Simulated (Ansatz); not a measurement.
## C: geometry relaxation (part 1 of 3)

The run: geometry relaxation of C (slab, 12 atoms in the cell). Method and program: DFT PBE, scalar-relativistic, plane waves, PAW, no spin polarisation (Ansatz 0.2.0).

The structure derives from a Materials Project entry. It belongs to a series of runs on one base structure; here: (1 0 0) slab, atoms relaxed. Figures and captions count atoms from 1; the log counts them from 0 in places.

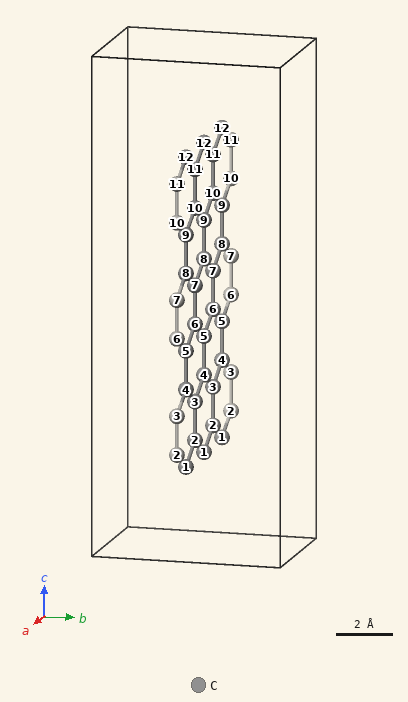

**Figure 1.** The starting structure (ball-and-stick view of the 2 repeat of the cell, with the vacuum cut short, seen slightly off an axis; neighbours outside the cell are drawn fainter; atoms are numbered from 1 in the order of the input). An atom can appear more than once, as a periodic image. Near neighbours in the periodic cell (some may lie outside the picture): C has 2 C at 1.42 Å; C has 3 C at 1.42 Å.

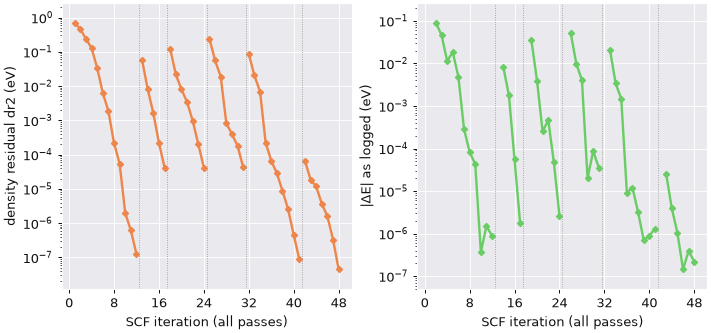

**Figure 2.** Convergence of the self-consistent field: density residual dr2 and size of the energy change against the SCF iteration. The dotted lines part the SCF passes of the relaxation: geometry steps, rejected trials and re-solves on a re-selected basis. The 6 passes take 5 to 12 iterations each, 48 in all.

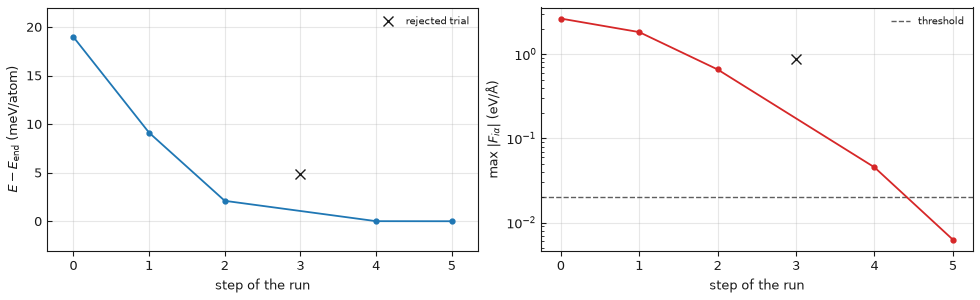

**Figure 3.** Progress of the relaxation, step by step (the first geometry is step 0 here and step 1 in the log).

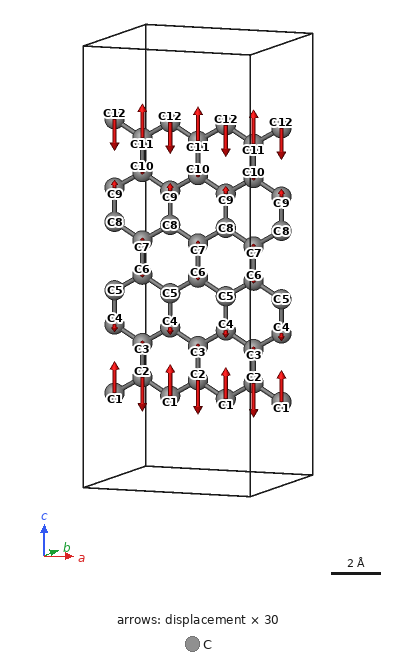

**Figure 4.** The starting structure with the displacements as red arrows, magnified 30 times (ball-and-stick view of the 3 repeat of the cell, with the vacuum cut short, seen slightly off an axis). The largest moves, 0.048 Å, are those of C2 and C11. The cell stays as it was. Among the contacts that change: C10–C11 1.424 → 1.476 Å, C11–C12 1.424 → 1.380 Å, C4–C5 1.424 → 1.436 Å, C6–C7 1.424 → 1.432 Å. Among the angles that change: C2–C1–C2 120.0° → 126.7°, C1–C2–C3 120.0° → 116.7°. The energy falls by 19.0 meV per atom in 5 geometry steps. Largest force component: 2.7 eV/Å at the start, 0.0063 eV/Å at the end. The line search rejected the trial step at point 3 (counted from 0) and went back. (Atoms are counted from 1 in the order of the input.)

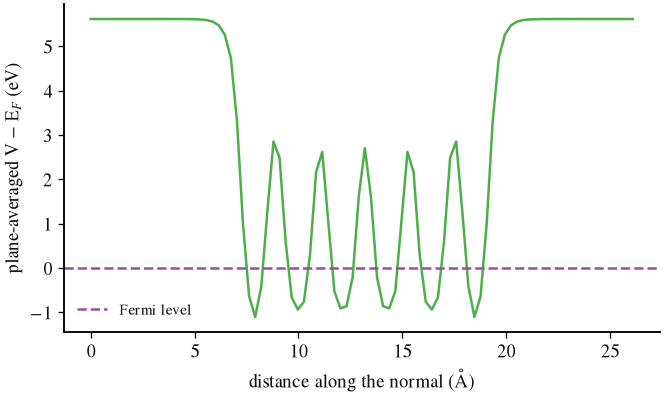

**Figure 5.** Plane average of the electrostatic potential energy of an electron across the cell, from the Fermi level. The vacuum level lies 5.62 eV above the Fermi level.

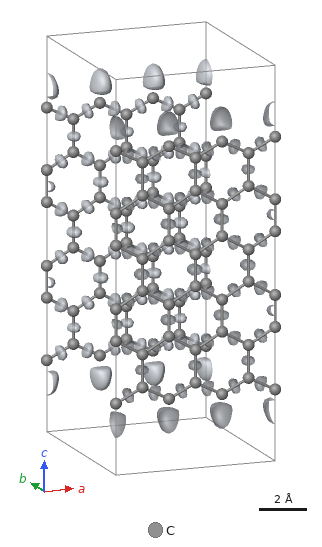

**Figure 6.** Isosurface of the ELF at 0.85 (grey), seen slightly off an axis. Only the valence region is drawn (cores and ρ < 0.01 e/Å³ removed). Sticks mark near contacts. Profiles from the grid: C–C (1.38 Å): the ELF peaks at about 0.90 between the atoms, as expected for localised, shared-pair bonding. The fields are those of the smooth PAW valence density.

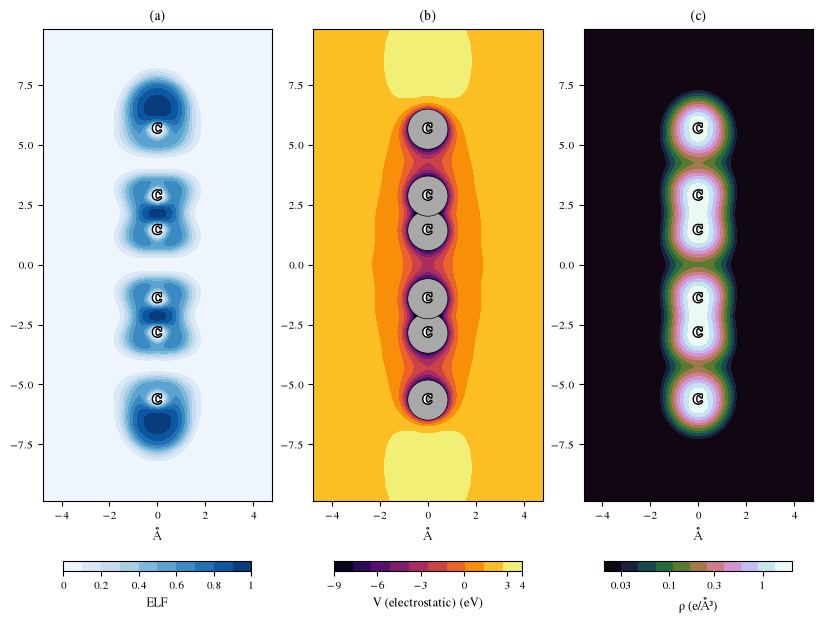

**Figure 7.** (a) electron localisation function; (b) electrostatic potential (local pseudopotential plus Hartree) felt by an electron; (c) valence pseudo-density on the (11̄0) plane of the calculation cell, a cut from vacuum to vacuum. Grey discs, where drawn, cover atomic cores. The section cuts through C sites. C–C (1.44 Å): ρ is about 2 e/Å³ halfway; the ELF peaks at about 0.95 between the atoms (a covalent bond). The density dies away to nearly zero in the vacuum.

The input and output of the run follow.

Input:
```yaml
crystal:
  lattice:
    - [2.4663511027, 0.0, 0.0]
    - [0.0, 8.521485608, 0.0]
    - [0.0, 0.0, 26.3915877846]
  atoms:
    - { symbol: C, position: [0.0, 0.0, 0.284181462] }
    - { symbol: C, position: [0.5, 0.0, 0.3111587792] }
    - { symbol: C, position: [0.5, 0.0, 0.3651134137] }
    - { symbol: C, position: [0.0, 0.0, 0.392090731] }
    - { symbol: C, position: [0.0, 0.0, 0.4460453655] }
    - { symbol: C, position: [0.5, 0.0, 0.4730226827] }
    - { symbol: C, position: [0.5, 0.0, 0.5269773173] }
    - { symbol: C, position: [0.0, 0.0, 0.5539546345] }
    - { symbol: C, position: [0.0, 0.0, 0.607909269] }
    - { symbol: C, position: [0.5, 0.0, 0.6348865863] }
    - { symbol: C, position: [0.5, 0.0, 0.6888412208] }
    - { symbol: C, position: [0.0, 0.0, 0.715818538] }
basis:
  ecutwfc: 420
kpoints:
  mp_grid: { grid: [14, 4, 1] }
hamiltonian:
  xc: pbe
scf:
  occupations: { method: gaussian, width: 0.1 }
output:
  forces: true
  eigenvalues: true
  write_density: true
  write_potential: true
  elf: true
  volumetric_format: npy
relax:
  adjacent_minimum: "off"
  f_tol: 0.02
  max_steps: 60
efield:
  axis: 3
  dipole_correction: true
  ramp_width: 0.04
```

Launch command:
```bash
ansatz run input.yaml --threads 1 --pin off --max-ram 2560MiB --backend cpu --events-out ev --progress --plain --runs-dir out
```

What the program printed:
```
Engine: ansatz 0.2.0, x86_64-unknown-linux-gnu
Pseudopotentials: kind: paw
Pseudopotential: C, paw, valence charge 4, recommended cutoff 420 eV (normal), C.paw.azcp
Functional definition: PBE
  parameter kappa = 0.804
  parameter beta = 0.06672455060314922
  exchange = pbe_x(kappa = kappa, mu = beta*pi^2/3)
  correlation = pbe_c(beta = beta)
Crystal: 12 atoms, lattice volume = 554.671 Å³
Basis set: ecut = 420 eV, 10777 PW (Γ), exchange–correlation on 36×120×360 points (8 copies of the dense FFT grid, shifted against one another)
Bands: 36, of which v1, the nominal top of the filled ones, is band 24 counted from 1 (23 counted from 0)
Symmetry: 4 space group operations
k-points: 24 of 56
Non-local potential: C, projectors of the file, l = 0: 2, l = 1: 2, l = 2: 1
PAW form: soft (Blöchl's): semilocal exchange-correlation on the pseudo side does not see the compensation charge
PAW one-centre angular grid: C, 110 points (default); XC on 64 Gauss nodes
Initial density: superposition of atomic densities (neutral atoms: chi_scale 0, normalization atom), corrected by the library's trained network
Initial wavefunctions: pseudopotential atomic-orbital guess
Functional: x = pbe(κ = 0.804, μ = 0.2195149727645171), c = pbe(β = 0.06672455060314922)
SCF iter   1: F=—  HF=-3004.765543 eV  |F-HF|=—  |Δ(HF+E_count)|=         —  Δρ=1.11e-2  dr2=7.06e-1  ethr=1.77e-3  p=0.000 e·Å  D=3.93e-14 V/Å  ΔV_dip=-0.00 eV  dr2_dipole=5.64e-8  V_vac-E_F(+/−)=6.69/6.69 eV  ⟨swp⟩=14.4  Hψ=6716  notcnv=0  defer=66
efield: sawtooth ramp at fractional position 0.9800 (placed from the atoms, in the widest stretch of the axis that holds none; the zero of the levels goes with the place), width 0.0400; the density the first Hamiltonian is built on has a dipole p = 0.000 e·Å; the dipole correction subtracts the counter field D = 3.93e-14 V/Å, which shifts the + side's vacuum level by -0.00 eV against the − side's; the planar-averaged density in the ramp window peaks in size at 8.3e-5 e/Å³
preconditioner: auto → LDOS  [metal: Δε(μ)=0.095 eV  Ē_g=13.450 eV  σ=0.100 eV  W_gap=0.49  n_scr=58 (ndim 8)  ℏωp=10.9 eV  f_vac=0.731  D(μ)=7.10/eV (n_scr^D=40)  β→1.0]
SCF iter   2: F=—  HF=-3004.675273 eV  |F-HF|=—  |Δ(HF+E_count)|=   9.03e-2  Δρ=6.96e-3  dr2=4.65e-1  ethr=1.47e-3  p=-0.000 e·Å  D=-1.20e-6 V/Å  ΔV_dip=0.00 eV  dr2_dipole=2.37e-7  V_vac-E_F(+/−)=6.39/6.39 eV  ⟨swp⟩=3.7  Hψ=1748  notcnv=0  defer=149
SCF iter   3: F=—  HF=-3004.629081 eV  |F-HF|=—  |Δ(HF+E_count)|=   4.62e-2  Δρ=5.30e-3  dr2=2.38e-1  ethr=9.69e-4  p=-0.000 e·Å  D=-1.82e-6 V/Å  ΔV_dip=0.00 eV  dr2_dipole=6.85e-8  V_vac-E_F(+/−)=6.23/6.22 eV  ⟨swp⟩=2.9  Hψ=1269  notcnv=0  defer=149
SCF iter   4: F=—  HF=-3004.617588 eV  |F-HF|=—  |Δ(HF+E_count)|=   1.15e-2  Δρ=3.40e-3  dr2=1.29e-1  ethr=4.97e-4  p=0.000 e·Å  D=9.92e-7 V/Å  ΔV_dip=-0.00 eV  dr2_dipole=9.01e-8  V_vac-E_F(+/−)=6.01/6.01 eV  ⟨swp⟩=2.4  Hψ=1175  notcnv=0  defer=149
SCF iter   5: F=—  HF=-3004.599248 eV  |F-HF|=—  |Δ(HF+E_count)|=   1.83e-2  Δρ=1.95e-3  dr2=3.41e-2  ethr=2.69e-4  p=0.000 e·Å  D=2.46e-6 V/Å  ΔV_dip=-0.00 eV  dr2_dipole=9.71e-8  V_vac-E_F(+/−)=5.93/5.93 eV  ⟨swp⟩=2.1  Hψ=1365  notcnv=0  defer=146
SCF iter   6: F=—  HF=-3004.594393 eV  |F-HF|=—  |Δ(HF+E_count)|=   4.85e-3  Δρ=7.97e-4  dr2=6.31e-3  ethr=7.11e-5  p=0.000 e·Å  D=2.80e-6 V/Å  ΔV_dip=-0.00 eV  dr2_dipole=3.98e-8  V_vac-E_F(+/−)=5.95/5.95 eV  ⟨swp⟩=2.5  Hψ=1291  notcnv=0  defer=143
SCF iter   7: F=—  HF=-3004.594103 eV  |F-HF|=—  |Δ(HF+E_count)|=   2.90e-4  Δρ=3.11e-4  dr2=1.88e-3  ethr=1.31e-5  p=0.000 e·Å  D=1.46e-6 V/Å  ΔV_dip=-0.00 eV  dr2_dipole=4.90e-8  V_vac-E_F(+/−)=6.02/6.02 eV  ⟨swp⟩=2.1  Hψ=1298  notcnv=0  defer=143
SCF iter   8: F=—  HF=-3004.594021 eV  |F-HF|=—  |Δ(HF+E_count)|=   8.23e-5  Δρ=1.89e-4  dr2=2.18e-4  ethr=3.91e-6  p=0.000 e·Å  D=1.25e-6 V/Å  ΔV_dip=-0.00 eV  dr2_dipole=7.60e-10  V_vac-E_F(+/−)=6.04/6.04 eV  ⟨swp⟩=2.1  Hψ=1240  notcnv=0  defer=143
SCF iter   9: F=—  HF=-3004.594064 eV  |F-HF|=—  |Δ(HF+E_count)|=   4.29e-5  Δρ=6.05e-5  dr2=5.45e-5  ethr=4.55e-7  p=0.000 e·Å  D=7.88e-7 V/Å  ΔV_dip=-0.00 eV  dr2_dipole=3.10e-9  V_vac-E_F(+/−)=6.08/6.08 eV  ⟨swp⟩=2.5  Hψ=1275  notcnv=0  defer=143
iter 10 did not close the SCF: its close was put off until two iterations running show no level that it waits for move by more than its bar (scf_convergence_deferred on its scf_iter line)
SCF iter  10: F=-3004.594066 eV  HF=-3004.594064 eV  |F-HF|=1.93e-6  |Δ(HF+E_count)|=   3.67e-7  Δρ=2.09e-5  dr2=1.97e-6  ethr=2.08e-8  p=0.000 e·Å  D=4.72e-7 V/Å  ΔV_dip=-0.00 eV  dr2_dipole=4.80e-10  V_vac-E_F(+/−)=6.08/6.08 eV  ⟨swp⟩=27.1  Hψ=9592  notcnv=0
iter 11 did not close the SCF: its close was put off until two iterations running show no level that it waits for move by more than its bar (scf_convergence_deferred on its scf_iter line)
SCF iter  11: F=-3004.594067 eV  HF=-3004.594066 eV  |F-HF|=1.01e-6  |Δ(HF+E_count)|=   1.51e-6  Δρ=1.11e-5  dr2=6.17e-7  ethr=4.10e-9  p=0.000 e·Å  D=3.39e-7 V/Å  ΔV_dip=-0.00 eV  dr2_dipole=1.09e-10  V_vac-E_F(+/−)=6.08/6.08 eV  ⟨swp⟩=11.6  Hψ=6608  notcnv=0
SCF iter  12: F=-3004.594067 eV  HF=-3004.594066 eV  |F-HF|=4.11e-7  |Δ(HF+E_count)|=   8.75e-7  Δρ=5.61e-6  dr2=1.25e-7  ethr=1.28e-9  p=0.000 e·Å  D=2.35e-7 V/Å  ΔV_dip=-0.00 eV  dr2_dipole=5.29e-11  V_vac-E_F(+/−)=6.08/6.08 eV  ⟨swp⟩=11.5  Hψ=6642  notcnv=0
SCF 1 converged in 12 iterations: F = -3004.594067 eV  dr2 = 1.25e-7
  greatest PAW one-centre occupation: 0.700 electrons in one spin orbital (limit 2), on the C atom at site 11 (counted from 0), in its partial waves of l = 0
relax step   1: F+E_penalty+E_count = -3004.59406689 eV  Δ(F+E_penalty+E_count) = +0.000e0 eV  max|allowed force component| = 2.663e0 eV/Å  Δτ_max = 0.0000 Å  (12 SCF iters, dr2 threshold 1.00e-5 eV, accepted)
Initial density: handed on by an earlier stage of this run
Initial wavefunctions: those handed on with the density
iter 1 solved again at ethr=1.14e-4 eV; its pass at ethr=3.10e-3 eV (dr2=5.49e-2 eV) is discarded
```
